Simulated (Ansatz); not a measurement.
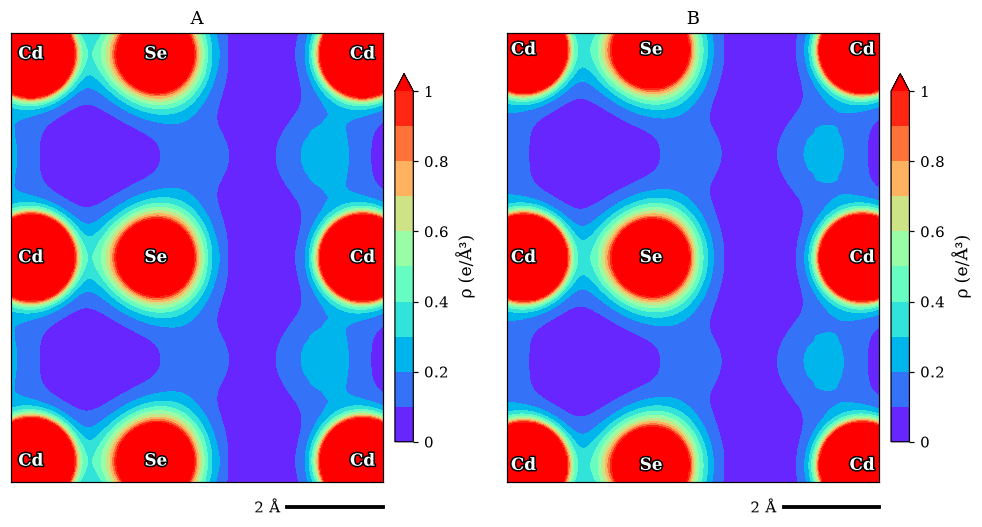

CdSe. The valence charge density (pseudo) of two cells that differ in size, on the (11̄0) plane of each (indices in the axes of the calculation cell), at one length scale and on one colour scale: B has 28.9 Å³ an atom and A 27.1.

Level of theory: DFT r2SCAN, scalar-relativistic, plane waves, PAW (Ansatz 0.2.0).

In a PAW calculation such maps are meaningful between the atoms, not at the nuclei.

The larger cell:

```
Cd Se
1.0
     4.34074    0.00000    0.00000
    -2.17037    3.75919    0.00000
     0.00000    0.00000    7.07611
Cd Se
2 2
Cartesian
  0.0000 2.5061 0.0319
  2.1704 1.2531 3.5700
  0.0000 2.5061 2.6924
  2.1704 1.2531 6.2304
```

The smaller cell: a = 4.252 Å, b = 4.252 Å, c = 6.932 Å, α = 90.00°, β = 90.00°, γ = 120.00°.

> What does the compression do to the bonding and the properties?

From the larger cell to the smaller, Cd–Se goes from 2.66 to 2.61 Å, and the density at its midpoint from 0.38 to 0.4 e/Å³; the pressure goes from 0.0 to 3.7 GPa; the Kohn–Sham gap goes from 1.1 eV to 1.3 eV.
